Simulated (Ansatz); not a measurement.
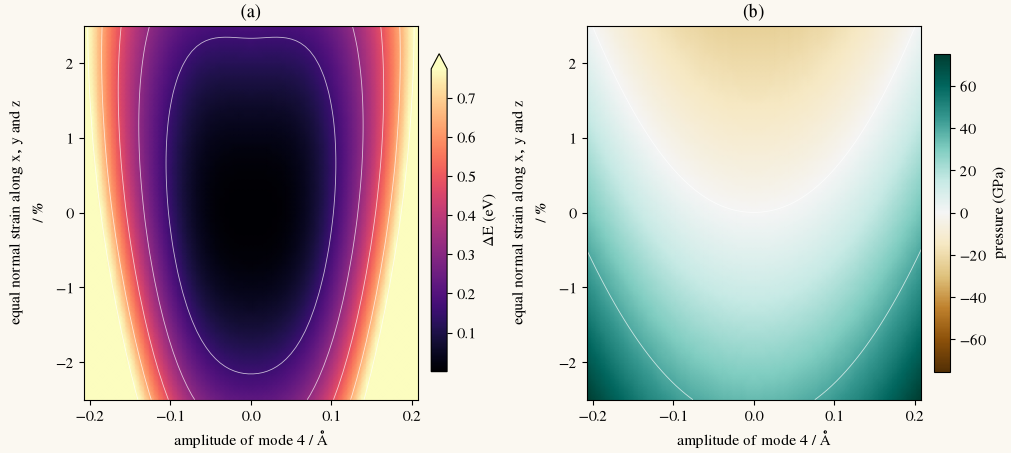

Re (P6_3/mmc, No. 194; 2 atoms in the cell). 
- The energy is mapped over a normal mode and a strain (zone-centre modes of the 2-atom cell of this scan) (x along [1 0 0], y along [1 2 0], z along [0 0 1] of the conventional cell).
- First axis: amplitude of mode 4 (100 cm⁻¹), largest displacement in the unstrained cell. Second axis: equal normal strain along x, y and z.
- Nothing is relaxed (the pattern is fixed in fractional coordinates).
- The scan uses a 7 × 7 grid; 28 points were computed and 21 follow by symmetry.
- Points are written as (first, second).
- Energies: eV per cell, counted from the lowest grid point.
- These are results of DFT PBEsol, scalar-relativistic, plane waves, PAW in Ansatz 0.2.0, not measurements. Settings: cutoff 420 eV, k-mesh 18×18×10 in the order of the run's cell vectors, gaussian smearing 0.15 eV, no spin polarisation.

Panel (a) is the energy; panel (b) is the computed pressure, in GPa.

In the figure: a smooth colour map with a few white contour lines, one colour for all values above the top of the scale. Between grid points the surface is interpolated.

Q: How does the pressure vary over the map, and what is it at the lowest grid point?

A: It runs from −25 GPa at (0.000 Å, 2.50 %) to 75 GPa at (−0.208 Å, −2.50 %). At the lowest grid point, (0.000 Å, 0.00 %), it is 0 GPa.

```csv
"second ↓, first →",−0.208,−0.139,−0.069,0.000,0.069,0.139,0.208
2.50,2,−13,−22,−25,−22,−13,2
1.67,11,−5,−15,−17,−15,−5,11
0.83,21,4,−6,−9,−6,4,21
0.00,33,14,3,0,3,14,33
−0.83,45,25,14,10,14,25,45
−1.67,60,38,26,22,26,38,60
−2.50,75,52,39,35,39,52,75
```
